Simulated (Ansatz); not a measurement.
ZnO

```
Zn O
1.0
     2.86646    0.00000    0.00000
     0.00000    7.05416    0.00000
     0.00000    0.00000    2.83849
Zn O
2 2
Direct
  0.00000 0.00000 0.00000
  0.50000 0.50000 0.00000
  0.00000 0.50000 0.50000
  0.50000 0.00000 0.50000
```

Space group Cmmm; a generated structure, not necessarily the stable one; computed pressure about −7 GPa in this cell.

Theory: Kohn-Sham DFT of a periodic cell, HSEsol, Ansatz PAW (Ansatz 0.2.0).

The density is the valence pseudo-density of a PAW calculation; it isn't the true density close to the nuclei.

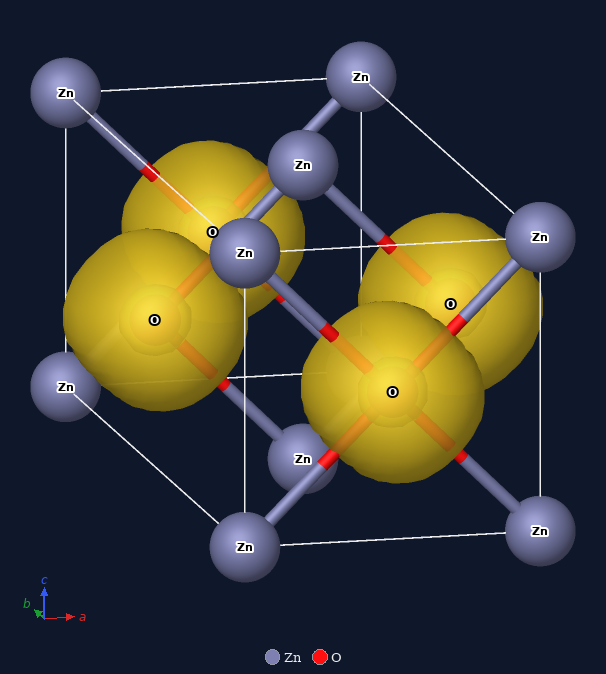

Figure 1. Isosurface of the electron localisation function at 0.65 (yellow), seen slightly off an axis. Core shells and regions of very low density are left out. Sticks mark near contacts.

Where are the electrons localised?

The surface consists of two regions wrapped around O (the valence shell of each), counted in one cell of 4 atoms. Regions shared between cells count once.


Zn–O (2.02 Å): the ELF peaks at about 0.80 in the valence shell of O, 0.6 Å from its nucleus, and is about 0.20 at the midpoint; no shared electron pair shows on this line.

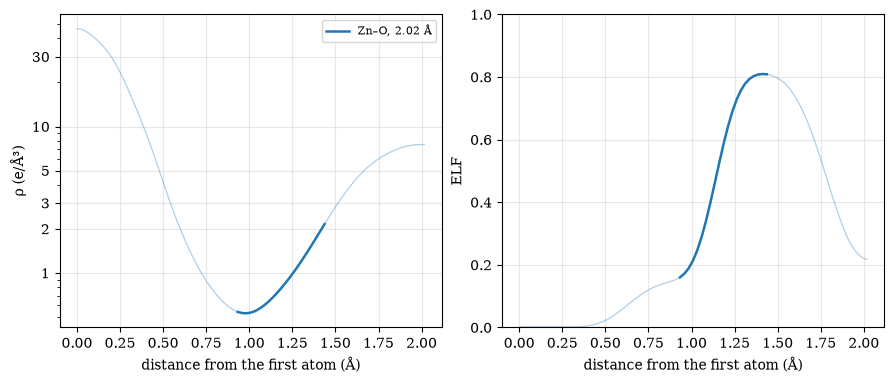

Figure 2. Valence electron density and ELF along straight lines between neighbouring atoms. Thin, pale parts lie inside the atomic spheres.

What can be read from the curves?

Zn–O (2.02 Å): ρ at the midpoint is about 0.54 e/Å³; the ELF peaks at about 0.80 in the valence shell of O, 0.6 Å from its nucleus, and is about 0.20 at the midpoint (no localised pair shows between them).

Metal or insulator at this level of theory?

It is gapped, with a Kohn–Sham gap of 1.5 eV on the k-point mesh (the band edges may lie off the mesh, which would make the gap smaller).
